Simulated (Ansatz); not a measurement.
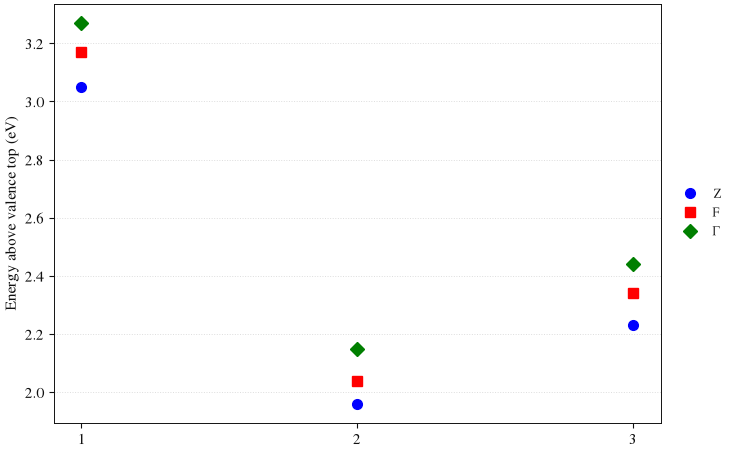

Lowest conduction level at each named k point, counted from the valence-band top at Z, by several methods on one cell of S, space group R-3 (No. 148), 6 atoms in the primitive cell, relaxed with r2SCAN+rVV10; a = 10.722 Å, c = 4.185 Å (hexagonal axes). All runs are without spin-orbit coupling and carry no moments. The names follow the standardised cell of this lattice; in reduced coordinates of the cell that was run, Z is (0.5, −0.5, 0.5) and F is (0.5, −0.5, 0). The smallest gap lies off these points.

### Which column is which method? They are PBE, HSE06 and r2SCAN.

1 is HSE06; 2 is PBE; 3 is r2SCAN.

| method | program | Z (eV) | F (eV) | Γ (eV) |
| --- | --- | --- | --- | --- |
| PBE | Ansatz | 1.96 | 2.04 | 2.15 |
| r2SCAN | Ansatz | 2.23 | 2.34 | 2.44 |
| HSE06 | Ansatz | 3.05 | 3.17 | 3.27 |

### Does HSE06 shift these levels rigidly from PBE?

The shifts are +1.09 eV at Z, +1.13 eV at F and +1.12 eV at Γ, and at points that aren't plotted +1.13 eV (L): over the named points that both runs hold, a spread of 0.04 eV on a mean of 1.12 eV, so one shift describes them well.

Settings. PBE: Ansatz PAW set, 6×6×6 k mesh, 420 eV cutoff, Fermi-Dirac smearing of 0.02 eV (Ansatz 0.2.0). r2SCAN: Ansatz PAW set, 6×6×6 k mesh, 500 eV cutoff, fixed occupations (Ansatz). HSE06: Ansatz PAW set, 4×4×4 k mesh, 420 eV cutoff, fixed occupations (Ansatz 0.2.0).

The cell comes from a database of computed structures, and whether it is the stable form of this composition wasn't checked. LDA, GGA and most meta-GGA functionals understate gaps. r2SCAN and HSE06: the PAW data sets were made with another functional. HSE06: the k mesh is thin for exact exchange. Over all k points computed the smallest gap is 1.84 eV in PBE, 2.13 eV in r2SCAN and 2.93 eV in HSE06, from the valence top at Z to the conduction bottom at a point off the named ones. The names follow the standardised cell of this lattice; in reduced coordinates of the cell that was run, L is (0.5, 0, 0).
